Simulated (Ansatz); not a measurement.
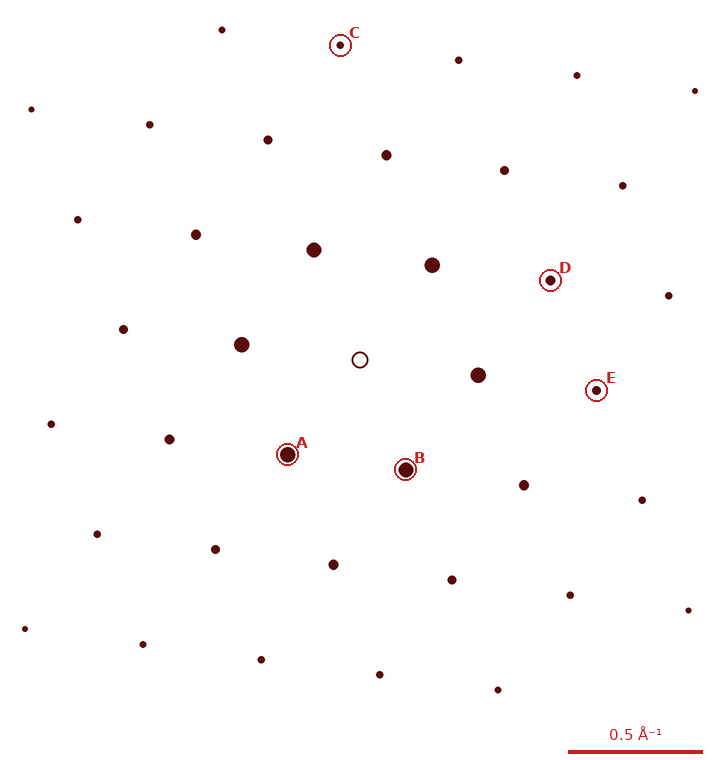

The pattern is a kinematic simulation for 80 kV electrons (no multiple scattering; isotropic B = 0.5 Å²). The zone axis points towards the electron source and the pattern is seen from the source side.

Crystal: Si, space group P6/mmm (No. 191), a = 4.47 Å, c = 2.56 Å (hexagonal axes). Structure: coordinates from a relaxation with DFT, PBE, plane waves (420 eV) with PAW, scalar-relativistic (Ansatz 0.2.0); the starting structure was generated, so it need not be a known form of this composition.

```cif
data_structure
_symmetry_space_group_name_H-M 'P6/mmm'
_symmetry_Int_Tables_number 191
_cell_length_a 4.4744
_cell_length_b 4.4744
_cell_length_c 2.5622
_cell_angle_alpha 90.000
_cell_angle_beta 90.000
_cell_angle_gamma 120.000
_cell_volume 44.42
loop_
_atom_site_label
_atom_site_type_symbol
_atom_site_symmetry_multiplicity
_atom_site_Wyckoff_symbol
_atom_site_fract_x
_atom_site_fract_y
_atom_site_fract_z
_atom_site_occupancy
Si1 Si 1 a 0.00000 0.00000 0.00000 1
Si2 Si 2 d 0.33333 0.66667 0.50000 1
```

Spot A is indexed -1 -1 0 and spot B 1 -2 0.

### What are the indices of the remaining marked spots?

C = −A − 2B = -1 5 0 (d = 0.846 Å). D = −2A + B = 3 0 0 (d = 1.292 Å). E = −2A + 2B = 4 -2 0 (d = 1.119 Å).

### Give [uvw].

The cross product of A and B is parallel to [001]; every spot obeys hu + kv + lw = 0.

### What are the spacings of A and B and the angle between them?

d(A) = 2.237 Å, d(B) = 2.237 Å, and the angle is 60.0°.
